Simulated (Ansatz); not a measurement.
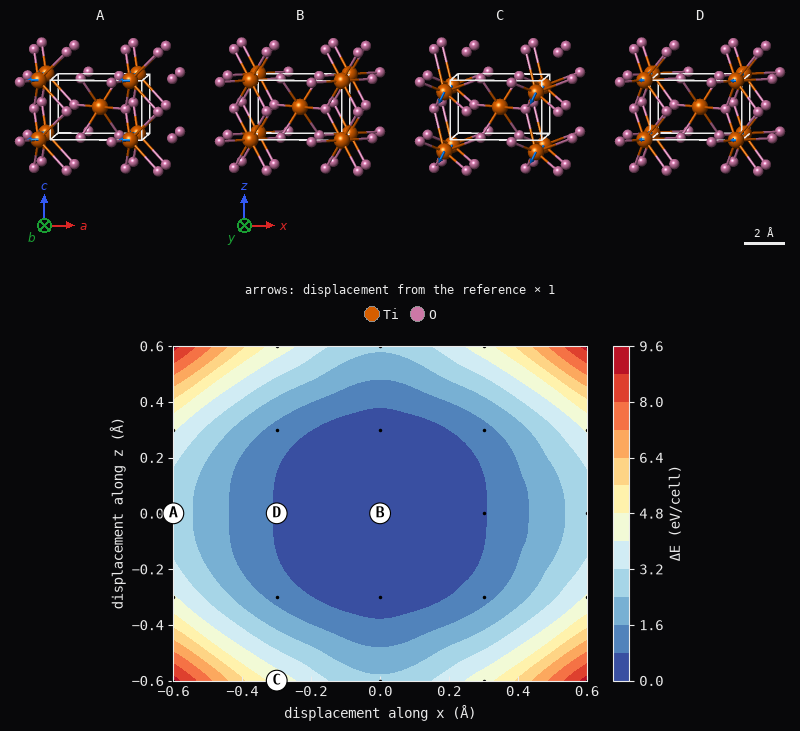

Crystalline TiO2 (P4_2/mnm): a Ti atom (one in each cell of 6 atoms) is moved over the plane of the Cartesian directions x and z, all else fixed. The map is interpolated between the computed points (dots). The lettered frames are marked on it. Style: ball-and-stick. Shown: the cell of the calculation, nearly along the normal of the scanned plane. Blue arrows: displacements from the reference.

All numbers below come from DFT PBE+U, scalar-relativistic, plane waves, PAW (Ansatz 0.2.0). Set-up: plane-wave cutoff 420 eV; k-point mesh 6 × 6 × 10; occupations gaussian; smearing width 0.05 eV; U Ti 4.0 eV; no spin polarisation. Energies (free energies at the smearing named) are counted from the relaxed crystal.

### Describe the energy landscape.

In pairs of (displacement along x (Å); displacement along z (Å)): the lowest computed point lies at (0.00, 0.00) (0.00 eV/cell), the highest at (−0.60, −0.60), (0.60, 0.60), (0.60, −0.60), (−0.60, 0.60) (9.09 eV/cell).  Over the ranges scanned the energy rises by about as much along both axes. The frames lie at A (−0.60, 0.00): 2.84 eV/cell, B (0.00, 0.00): 0.00 eV/cell, C (−0.30, −0.60): 4.47 eV/cell, D (−0.30, 0.00): 0.73 eV/cell.

The computed points:

Rows: displacement along x (Å); columns: displacement along z (Å); values in eV/cell.

|  | −0.60 | −0.30 | 0.00 | 0.30 | 0.60 |
| --- | --- | --- | --- | --- | --- |
| −0.60 | 9.09 | 4.08 | 2.84 | 4.08 | 9.09 |
| −0.30 | 4.47 | 1.34 | 0.73 | 1.34 | 4.47 |
| 0.00 | 2.56 | 0.30 | 0.00 | 0.30 | 2.56 |
| 0.30 | 4.47 | 1.34 | 0.73 | 1.34 | 4.47 |
| 0.60 | 9.09 | 4.08 | 2.84 | 4.08 | 9.09 |
